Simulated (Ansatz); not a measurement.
# Bi₄Se₅ (slab): what the fields show

Input

```
crystal:
  lattice:
    - [4.143609904, 0.0, 0.0]
    - [-2.071804952, 3.5884714402, 0.0]
    - [0.0, 0.0, 30.1412621691]
  atoms:
    - { symbol: Bi, position: [0.3333333333, 0.6666666667, 0.2547928422] }
    - { symbol: Se, position: [0.6666666667, 0.3333333333, 0.3032115423] }
    - { symbol: Se, position: [0.0, 0.0, 0.3841447049] }
    - { symbol: Bi, position: [0.3333333333, 0.6666666667, 0.4365911499] }
    - { symbol: Se, position: [0.6666666667, 0.3333333333, 0.4999999961] }
    - { symbol: Bi, position: [0.0, 0.0, 0.5634088435] }
    - { symbol: Se, position: [0.3333333333, 0.6666666667, 0.6158552916] }
    - { symbol: Se, position: [0.6666666667, 0.3333333333, 0.6967884628] }
    - { symbol: Bi, position: [0.0, 0.0, 0.7452071667] }
basis:
  ecutwfc: 420
kpoints:
  mp_grid: { grid: [9, 9, 1] }
  band_path:
    path:
      - [0.5, 0, 0]
      - [0, 0, 0]
      - [0.3333333333333, 0.3333333333333, 0]
      - [0.5, 0, 0]
    npoints: 12
hamiltonian:
  xc: pbe
  dispersion: d3bj
scf:
  occupations: { method: gaussian, width: 0.05 }
  n_extra_bands: 24
output:
  forces: true
  eigenvalues: true
  populations: true
  fatbands: true
  write_density: true
  write_potential: true
  elf: true
  volumetric_format: npy
efield:
  axis: 3
  dipole_correction: true
  ramp_width: 0.04
```

Command:

```sh
ansatz run input.yaml --threads 4 --pin off --max-ram 9216MiB --backend cpu --events-out ev --progress --plain --runs-dir out
```

Built by placing these elements on a known structure type.

Theory: DFT PBE+D3(BJ), scalar-relativistic, plane waves, PAW in Ansatz 0.2.0.

In a PAW calculation such maps are meaningful between the atoms, not at the nuclei.

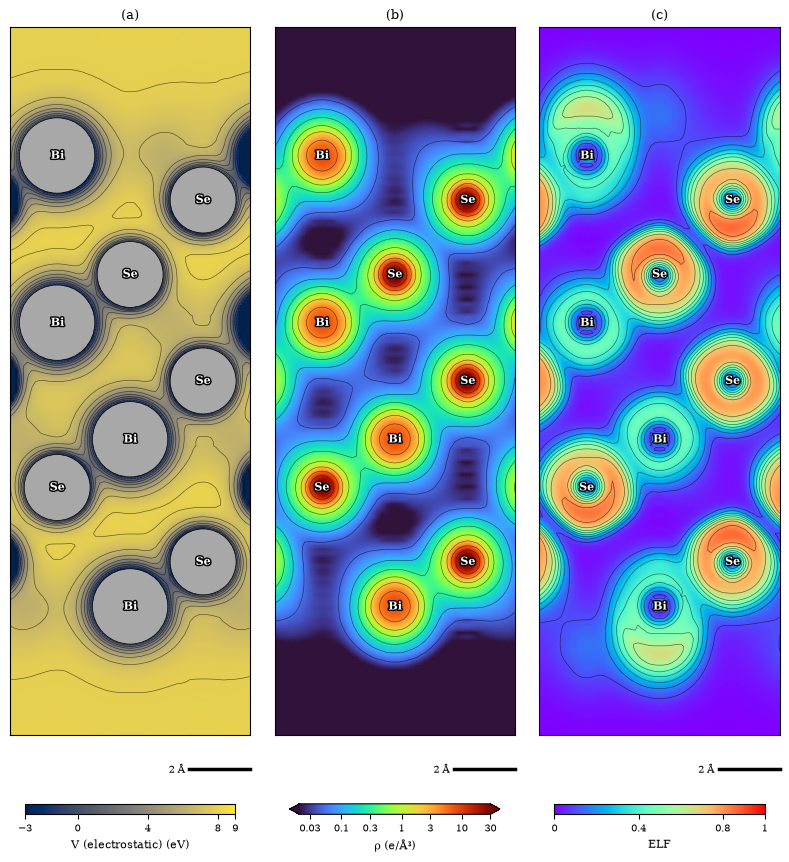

Figure 1. (a) electrostatic potential energy of an electron; (b) valence pseudo-density; (c) ELF on the (110) plane of the calculation cell, a cut from vacuum to vacuum. Grey discs cover the atomic cores in the potential map.

Question: Interpret the plot.

Answer: Atoms in the plane: Bi and Se. Bi–Se (2.80 Å): ρ at the midpoint is about 0.36 e/Å³; the ELF is about 0.45 at the midpoint and 0.35 at its lowest between the atoms. Bi–Se (2.87 Å): the density is about 0.33 e/Å³ at the midpoint; the ELF is about 0.45 at the midpoint and 0.35 at its lowest between the atoms. Bi–Se (3.06 Å): the density is about 0.22 e/Å³ at the midpoint; the ELF is about 0.30 at the midpoint. The density dies away to nearly zero in the vacuum. The ELF also peaks beside Se, away from the bonds: lone-pair regions. The features right at Bi lie inside the PAW spheres, where the map follows smoothed inner orbitals and isn't to be read closely. Outside the cores the potential energy rises away from the atoms and is highest in the vacuum; its zero is arbitrary.

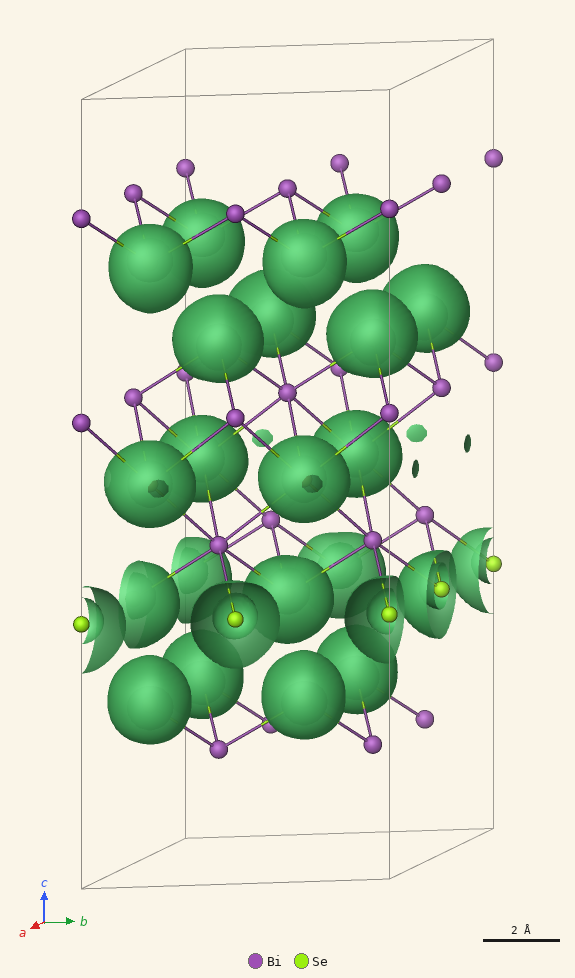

Figure 2. Isosurface of the ELF at 0.7 (green), seen slightly off an axis. Core shells and regions of very low density are left out. Sticks mark near contacts.

Question: What do the ELF domains correspond to?

Answer: The ELF exceeds this value in five regions wrapped around Se (the valence shell of each), counted in one cell of 9 atoms. Counts are for one cell; the picture repeats the cell along the surface.

Question: Does the calculation give a band gap?

Answer: It is gapless in this calculation (a metal or semimetal).
